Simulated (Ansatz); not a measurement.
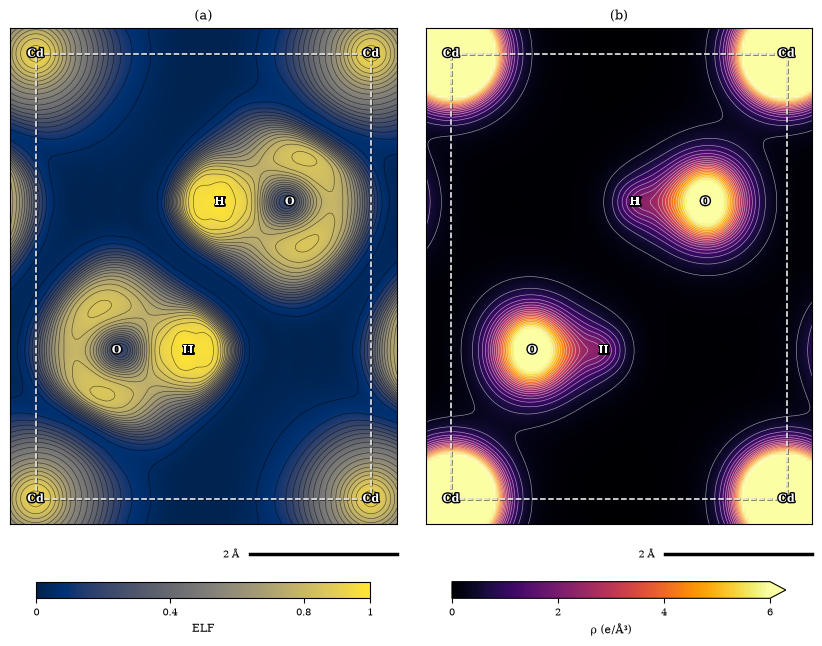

CdH₂O₂. (a) ELF; (b) valence electron density on the (110) plane of the conventional cell.

Space group P-3m1; a structure from a database of computed crystals, not necessarily the ambient phase; started from the database structure prototype, which need not be the ambient phase.

Method: DFT, PBE0, plane waves, PAW (Ansatz).

The calculation's input:

```
crystal:
  lattice:
    - [3.5019706953, 0.0, 0.0]
    - [-1.7509853477, 3.0327955854, 0.0]
    - [0.0, 0.0, 4.5691751487]
  atoms:
    - { symbol: Cd, position: [0.0, 0.0, 0.0] }
    - { symbol: H, position: [0.6666666667, 0.3333333333, 0.5468707618] }
    - { symbol: H, position: [0.3333333333, 0.6666666667, 0.4531292382] }
    - { symbol: O, position: [0.6666666667, 0.3333333333, 0.7582064997] }
    - { symbol: O, position: [0.3333333333, 0.6666666667, 0.2417935003] }
kpoints:
  mp_grid: { grid: [6, 6, 4] }
  band_path:
    path:
      - [0.0, 0.0, 0.0]
      - [0.5, 0.0, 0.0]
      - [0.3333333333, 0.3333333333, 0.0]
      - [0.0, 0.0, 0.5]
      - [0.5, 0.0, 0.5]
      - [0.3333333333, 0.3333333333, 0.5]
      - [0.0, 0.5, 0.0]
    npoints: 1
hamiltonian:
  xc: pbe0
scf:
  occupations: { method: fixed }
  n_extra_bands: 5
output:
  forces: true
  stress: true
  eigenvalues: true
  write_density: true
  write_potential: true
  elf: true
  volumetric_format: npy
```

Launched as:

```sh
ansatz run input.yaml --threads 4 --pin off --max-ram 5529MiB --backend cpu --events-out ev --progress --plain --runs-dir out
```

Below, planes, directions and counts refer to the conventional cell (a = 3.50 Å, b = 3.50 Å, c = 4.57 Å, α = 90.00°, β = 90.00°, γ = 120.00°).

Read the bonding off the picture.

The section cuts through Cd, H and O sites. O–H (0.97 Å): the density is about 3.8 e/Å³ at the midpoint; the ELF climbs to about 1 towards the hydrogen, as it does in any bond to H (a covalent bond by its length). Cd–O (2.30 Å): the density is about 0.38 e/Å³ at the midpoint; the ELF peaks at about 0.85 in the valence shell of O, 0.6 Å from its nucleus, and drops to about 0.10 between the two atoms; no shared electron pair shows on this line. Between the atoms the lowest density in this plane is 0.01 e/Å³. The features right at Cd lie inside the PAW spheres, where the map follows smoothed inner orbitals and isn't to be read closely.

Does the calculation make it a metal, or give it a gap?

It is gapped, with a Kohn–Sham gap of 4.1 eV on the k-point mesh (the band edges may lie off the mesh, which would make the gap smaller).
